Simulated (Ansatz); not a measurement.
The structure in question:

```
Al As
1.0
     5.72791    0.00000    0.00000
     0.00000    5.72791    0.00000
     0.00000    0.00000    5.72791
Al As
4 4
Direct
  0.00000 0.00000 0.00000
  0.00000 0.50000 0.50000
  0.50000 0.00000 0.50000
  0.50000 0.50000 0.00000
  0.25000 0.25000 0.25000
  0.25000 0.75000 0.75000
  0.75000 0.25000 0.75000
  0.75000 0.75000 0.25000
```

### What would you see if this were drawn?

Its composition is AlAs. The atoms follow space group F-43m (No. 216); the Bravais lattice is face-centred cubic. In terms of structure types, this is zinc blende (sphalerite type). With Z = 4, the cell contains 4 Al, 4 As. The polyhedra are AlAs4 tetrahedra; they share corners. The coordination shell of Al holds four As in a tetrahedral arrangement at 2.48 Å. Each As atom has four Al in a tetrahedral arrangement at 2.48 Å around it. The bonds build a three-dimensional framework.

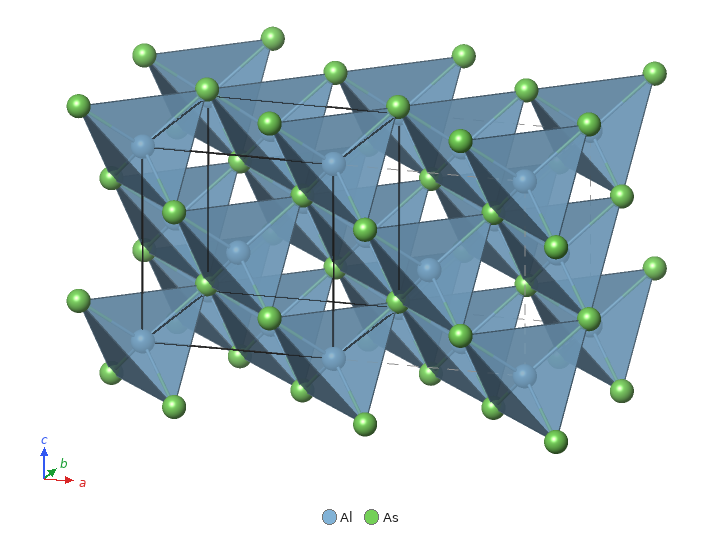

Polyhedral representation of a periodic structure, projected slightly off an axis. The solid box is one conventional unit cell, and 2×1×1 cells are shown. Some atoms of the next cells are drawn as well.

Origin of the cell: a structure listed in the Materials Project. The structure drawn was relaxed with Ansatz 0.2.0, DFT PBE, scalar-relativistic, plane waves, PAW.
